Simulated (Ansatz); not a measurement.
## Electronic structure of Ti$_{9}$Si (slab) in real space

The calculation's input:

```
crystal:
  lattice:
    - [4.4945043382, 0.0, 0.0]
    - [-2.2472521691, 4.7862921018, 0.0]
    - [0.0, 0.0, 22.4132660637]
  atoms:
    - { symbol: Ti, position: [0.5255594, 0.0511188, 0.1784657349] }
    - { symbol: Ti, position: [0.83067128, 0.66134256, 0.1953093904] }
    - { symbol: Ti, position: [0.13578316, 0.27156632, 0.2121530459] }
    - { symbol: Ti, position: [0.35623068, 0.71246136, 0.2795276677] }
    - { symbol: Ti, position: [0.6645445056, 0.3290253357, 0.2959575213] }
    - { symbol: Ti, position: [0.9709277949, 0.9415834331, 0.3131009545] }
    - { symbol: Ti, position: [0.191859366, 0.3842771862, 0.3807438705] }
    - { symbol: Ti, position: [0.5022405383, 0.0046866772, 0.3942145273] }
    - { symbol: Ti, position: [0.8055868414, 0.6113259178, 0.4155247181] }
    - { symbol: Si, position: [1.5555868414, 0.6113259178, 0.5270658025] }
basis:
  ecutwfc: 420
kpoints:
  mp_grid: { grid: [7, 6, 1] }
hamiltonian:
  xc: pbe
  pseudopotentials: { kind: paw, azcp: { folder: soft_1 } }
  dispersion: d3bj
scf:
  occupations: { method: gaussian, width: 0.1 }
output:
  forces: true
  eigenvalues: true
  write_density: true
  write_potential: true
  elf: true
  volumetric_format: npy
efield:
  axis: 3
  dipole_correction: true
  ramp_width: 0.04
```

Command:

```sh
ansatz run input.yaml --threads 2 --pin off --max-ram 6144MiB --backend cpu --events-out ev --progress --plain --runs-dir out
```

A point of a scan over the structure, not its minimum; not relaxed (largest force 1.9 eV/Å); computed without spin polarisation; PAW files of the earlier set (soft_1).

All numbers below come from DFT PBE+D3(BJ), scalar-relativistic, plane waves, PAW in Ansatz.

The density is the valence pseudo-density of a PAW calculation; it isn't the true density close to the nuclei.

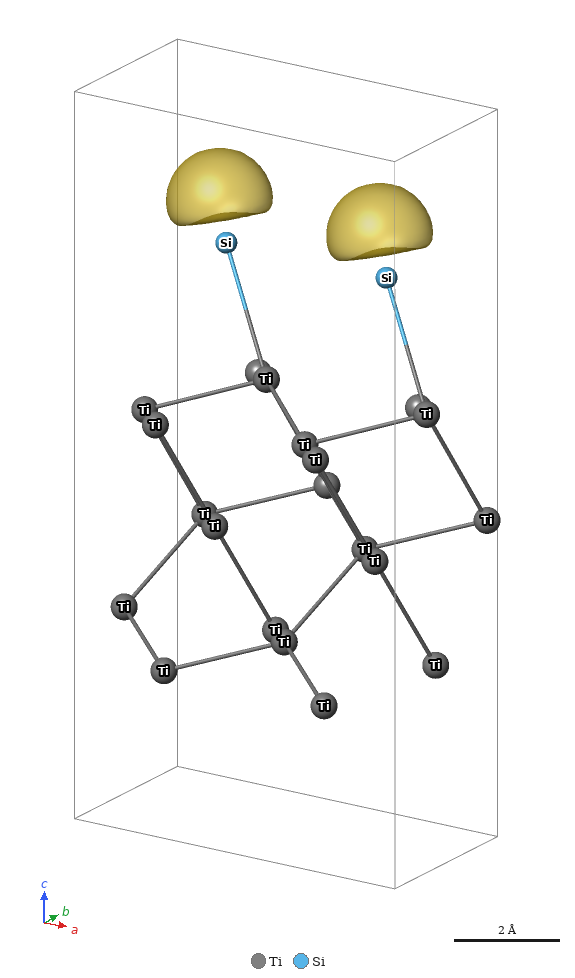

Figure 1. Isosurface of the ELF at 0.9 (yellow), seen slightly off an axis. Only the valence region is drawn (cores and ρ < 0.01 e/Å³ removed). Sticks mark near contacts.

Question: Describe the localisation domains.

Answer: The surface consists of one lobe on Si, pointing away from the bonds (lone pairs), counted in one cell of 10 atoms. Counts are for one cell; the picture repeats the cell along the surface.


Ti–Ti (2.59 Å): the ELF is about 0.15 at the midpoint; no shared electron pair shows on this line. Ti–Si (2.74 Å): the ELF peaks at about 0.85 in the valence shell of Si, 0.9 Å from its nucleus, and is about 0.55 at the midpoint.

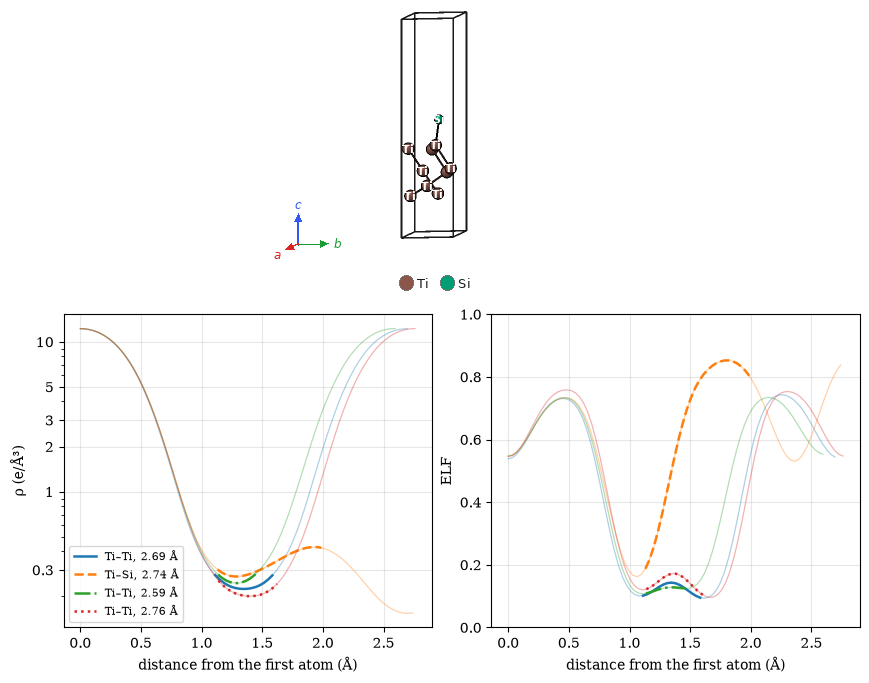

Figure 2. Valence charge density (pseudo) and ELF along straight lines between neighbouring atoms. Thin, pale parts lie inside the atomic spheres. The structure is drawn too.

Question: What can be read from the curves?

Answer: Ti–Ti (2.69 Å): the density is about 0.22 e/Å³ at the midpoint; the ELF is about 0.15 at the midpoint: no localised pair shows between them.
Ti–Si (2.74 Å): the density is about 0.28 e/Å³ at the midpoint; the ELF peaks at about 0.85 in the valence shell of Si, 0.9 Å from its nucleus, and is about 0.55 at the midpoint.
Ti–Ti (2.59 Å): the density is about 0.25 e/Å³ at the midpoint; the ELF is about 0.15 at the midpoint (no localised pair shows between them).
Ti–Ti (2.76 Å): ρ at the midpoint is about 0.2 e/Å³; the ELF is about 0.15 at the midpoint (no shared electron pair shows on this line).

Question: Does the calculation make it a metal, or give it a gap?

Answer: It is gapless in this calculation (a metal or semimetal).
